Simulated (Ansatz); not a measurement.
# Run report: Si16C16, single-point calculation (part 2 of 2)

Continued. System: Si16C16 (slab, 32 atoms in the cell). Method: DFT, HSE06, PAW, plane waves (Ansatz 0.2.0); cutoff 420 eV, 3×4×1 k-mesh, Fermi–Dirac smearing of 0.01 eV. The structure is a generated slab.

### Output, continued
```
--- Per-component energies (eV) ---
  E_band       = -353.816208
  E_kinetic    = 2168.269605
  E_local      = -64835.896906  (includes V_loc(G=0)·N_el)
  E_nonlocal   = 811.572501
  E_hartree    = 31773.560340
  E_xc         = -1369.441315
  E_vxc        = -1410.567876  (∫ρ·V_xc dr)
  E_exx        = -242.310461  (= α·E_x^exact, valence–valence)
  E_paw        = -9873.840385  (= ΣΔE_a)
  E_vpaw       = -149.697354  (= ΣTr[D̂ρ^β])
  E_aug_tail   = 0.000211  (compensation charges beyond the density's cutoff)
  E_ewald      = 27370.144919
  E_core_change = -1.221353  (= ΣΔE_core)
  E_smearing   = -0.000000  (= −TS)
  E_closure    = -0.000003  (closes the sum)
  Σ components = -14199.162847   (vs F -14199.162847, Δ=0.00e0)
--- Forces (eV/Å), atoms counted from 1 ---
  atom   1  Si    -0.00086690    -0.04937693    -0.09928695
  atom   2  Si    -0.00049159    -0.02158881    -0.03464571
  atom   3  Si    -0.00199500    -0.01936797    -0.02798377
  atom   4  Si    -0.00087456    -0.02108551    -0.02276419
  atom   5  Si    -0.00253399    -0.02750767    -0.02490675
  atom   6  Si    -0.00031071    -0.04056607    -0.01953172
  atom   7  Si    -0.00043003    -0.10640838    -0.02751808
  atom   8  Si     0.00270829    -0.08180906     0.26299813
  atom   9  Si    -0.00168945     0.07735039     0.26488518
  atom  10  Si    -0.00035982     0.09911635    -0.02499538
  atom  11  Si     0.00196500     0.02460198    -0.01979991
  atom  12  Si    -0.00218073     0.01399186    -0.02017079
  atom  13  Si    -0.00038992     0.01302407    -0.02160975
  atom  14  Si     0.00035847     0.00730852    -0.02815038
  atom  15  Si    -0.00033044     0.01052110    -0.03017110
  atom  16  Si     0.00067832     0.04274165    -0.09542134
  atom  17  C      0.00078677    -0.11391544     0.08695112
  atom  18  C     -0.00176414    -0.04780259     0.03523889
  atom  19  C      0.00106166    -0.02312054     0.02279583
  atom  20  C     -0.00081443    -0.02298821     0.02225282
  atom  21  C      0.00240650    -0.02019473     0.02640099
  atom  22  C     -0.00214850    -0.01263341     0.03672297
  atom  23  C      0.00355707    -0.04471936     0.00845996
  atom  24  C     -0.00377150    -0.12742508    -0.25978960
  atom  25  C      0.00032267     0.13111392    -0.25680385
  atom  26  C      0.00140412     0.05388543     0.01503430
  atom  27  C      0.00085399     0.02759297     0.03469259
  atom  28  C      0.00211150     0.02670324     0.02346647
  atom  29  C      0.00229196     0.03241397     0.02634979
  atom  30  C      0.00087662     0.04166578     0.02248259
  atom  31  C     -0.00119831     0.05936093     0.03595260
  atom  32  C      0.00076188     0.11917515     0.08895959
  max |Σ_I F_I| component: 9.45e-5 eV/Å
--- Band table (eV; the first three rows and the last of 7) ---
  k-point 0: bands = ["-13.3299", "-13.1763", "-12.8872", "-12.4595", "-11.9007", "-11.2374", "-10.5329", "-9.9662", "-9.4778", "-9.3263", "-9.0718", "-8.7279", "-8.3245", "-8.0224", "-7.7987", "-7.6867", "-5.7010", "-5.5649", "-5.3084", "-4.9522", "-4.7543", "-4.6230", "-4.4614", "-4.2639", "-2.8900", "-2.8722", "-2.5637", "-2.2790", "-2.1022", "-1.7950", "-0.9487", "-0.7325", "0.0916", "0.1445", "0.3140", "0.3520", "0.4007", "0.6185", "0.6591", "1.0486", "1.1886", "1.4798", "1.5264", "1.6184", "1.8541", "1.8910", "2.1993", "2.3762", "2.4458", "2.4987", "2.5829", "2.6525", "2.7269", "2.8749", "3.0872", "3.1443", "3.3271", "3.4181", "3.4480", "3.5598", "3.6413", "3.7251", "3.7590", "3.7695", "7.4718", "7.5001", "7.6475", "7.8309", "8.1782", "8.6983", "9.0142", "9.0447", "9.3880", "9.4599", "9.6660", "9.7392", "10.0256", "10.1683", "10.3927", "10.5230", "11.0670", "11.3269", "11.5315", "11.5824", "11.7040", "11.7763", "11.7882", "11.9176", "12.0441", "12.0505", "12.0780", "12.1498", "12.1898", "12.2016", "12.3120", "12.3422"]
  k-point 1: bands = ["-12.4583", "-12.3089", "-12.0299", "-11.6194", "-11.0858", "-10.4537", "-9.7742", "-9.2050", "-8.7672", "-8.6376", "-8.4258", "-8.1594", "-7.9164", "-7.8865", "-7.6210", "-7.6039", "-4.9119", "-4.7981", "-4.5956", "-4.3470", "-4.1576", "-4.0407", "-3.8313", "-3.8062", "-2.9679", "-2.9202", "-2.6434", "-2.5457", "-2.4964", "-2.2775", "-2.1421", "-2.0940", "-1.8131", "-1.5519", "-1.4982", "-1.4341", "-1.2720", "-0.9795", "-0.7424", "-0.6877", "-0.0519", "0.0073", "0.1205", "0.2248", "0.4643", "0.5355", "0.6484", "0.7563", "0.7801", "0.8454", "1.1096", "1.2546", "1.4112", "1.6569", "1.8951", "1.9875", "2.3096", "2.5852", "2.6153", "2.8687", "3.0260", "3.0427", "3.5487", "3.5599", "7.2618", "7.4482", "7.6752", "7.9071", "8.3588", "8.9196", "9.2177", "9.3384", "9.7432", "10.0304", "10.0768", "10.3273", "10.7279", "10.7660", "10.9695", "11.2651", "11.4547", "11.6866", "11.8061", "12.0291", "12.1945", "12.3153", "12.3582", "12.4041", "12.4566", "12.4984", "12.5128", "12.6454", "12.7062", "12.9044", "12.9065", "13.0036"]
  k-point 2: bands = ["-10.1423", "-10.1095", "-10.1018", "-10.0102", "-9.9943", "-9.8655", "-9.8542", "-8.5753", "-8.5550", "-8.1996", "-8.0939", "-8.0701", "-7.9031", "-7.8945", "-7.7689", "-7.7686", "-4.6820", "-4.6641", "-4.5395", "-4.4583", "-4.3127", "-4.2011", "-4.0991", "-3.8097", "-3.7691", "-3.0216", "-2.9266", "-2.7808", "-2.6136", "-2.6036", "-2.5641", "-2.4873", "-2.3428", "-2.2802", "-2.1697", "-2.1595", "-2.1512", "-2.1425", "-2.1324", "-1.4297", "-1.4137", "-1.0868", "-1.0820", "-0.6939", "-0.5069", "-0.4510", "-0.1476", "-0.0055", "0.2354", "0.3212", "0.3552", "0.5636", "0.5654", "0.7959", "0.8009", "0.9054", "0.9169", "1.5692", "1.5710", "2.1612", "2.1976", "2.4364", "2.8804", "2.8955", "7.1276", "7.1428", "7.8252", "8.0161", "8.0277", "8.1181", "8.3988", "8.5104", "8.6082", "8.9240", "9.1558", "9.1952", "9.4130", "9.9122", "10.7211", "10.7394", "10.7711", "11.2929", "11.7162", "11.9478", "12.1049", "12.1284", "12.1588", "12.2801", "12.4649", "12.7322", "12.7349", "12.8981", "13.0676", "13.2681", "13.3165", "13.4641"]
  k-point 6: bands = ["-11.8895", "-11.7508", "-11.4841", "-11.0891", "-10.5811", "-10.2673", "-10.0947", "-10.0049", "-9.7931", "-9.5141", "-9.2850", "-9.0552", "-8.7886", "-8.5548", "-8.1252", "-8.0131", "-4.6810", "-4.4367", "-4.0867", "-3.9618", "-3.6695", "-3.4572", "-3.2286", "-3.0417", "-2.8358", "-2.8231", "-2.7637", "-2.5188", "-2.2153", "-2.0730", "-1.6675", "-1.4549", "-1.1028", "-1.0630", "-0.9493", "-0.8124", "-0.7331", "-0.6335", "-0.5763", "-0.4718", "-0.2228", "-0.1440", "-0.1220", "0.0509", "0.1455", "0.4573", "0.5978", "0.8135", "0.9077", "1.2502", "1.3267", "1.5540", "1.7634", "1.7926", "1.9113", "1.9911", "2.0782", "2.1055", "2.1583", "2.1747", "2.3737", "2.3790", "3.5724", "3.5830", "7.0374", "7.0494", "8.8606", "8.9353", "9.0899", "9.2349", "9.2939", "9.5213", "9.7138", "9.9292", "10.0235", "10.1211", "10.2489", "10.2526", "10.6211", "10.6257", "10.8405", "11.1636", "11.2165", "11.2982", "11.3745", "11.3937", "11.5776", "11.6819", "11.7258", "11.8808", "12.0534", "12.1344", "12.2381", "12.4222", "12.7392", "12.8688"]
--- Löwdin populations: 32 sites ---
  site symbol       q [e]
     0     Si      2.8417
     1     Si      2.8971
     2     Si      2.8907
     3     Si      2.8907
     4     Si      2.8909
     5     Si      2.8913
     6     Si      2.9073
     7     Si      2.8982
     8     Si      2.8981
     9     Si      2.9072
    10     Si      2.8912
    11     Si      2.8909
    12     Si      2.8907
    13     Si      2.8906
    14     Si      2.8970
    15     Si      2.8416
    16      C      5.0124
    17      C      5.0161
    18      C      5.0245
    19      C      5.0262
    20      C      5.0270
    21      C      5.0287
    22      C      5.0388
    23      C      5.0026
    24      C      5.0026
    25      C      5.0387
    26      C      5.0287
    27      C      5.0269
    28      C      5.0262
    29      C      5.0245
    30      C      5.0160
    31      C      5.0123
  spilling = 0.011194 (of n_electrons = 128.000000)
```

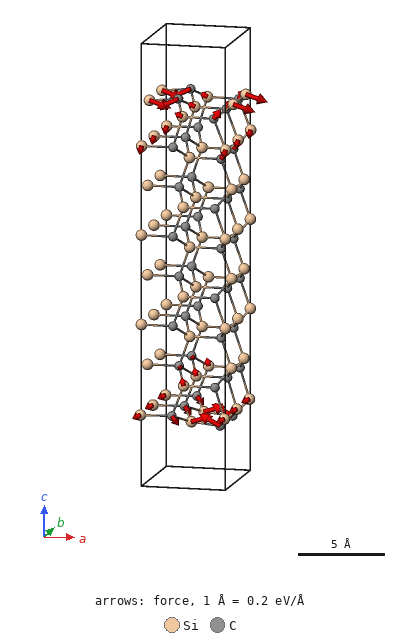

Fig. 1: Forces on the atoms as red arrows (ball-and-stick view of the 1 × 2 repeat of the cell, with the vacuum cut short, seen slightly off an axis). The largest act on C24, C25 (0.29 eV/Å); Si8, Si9 (0.28 eV/Å); C32 (0.15 eV/Å); C17 (0.14 eV/Å), among others. Atoms are counted from 1 in the order of the input and aren't labelled in the picture. 
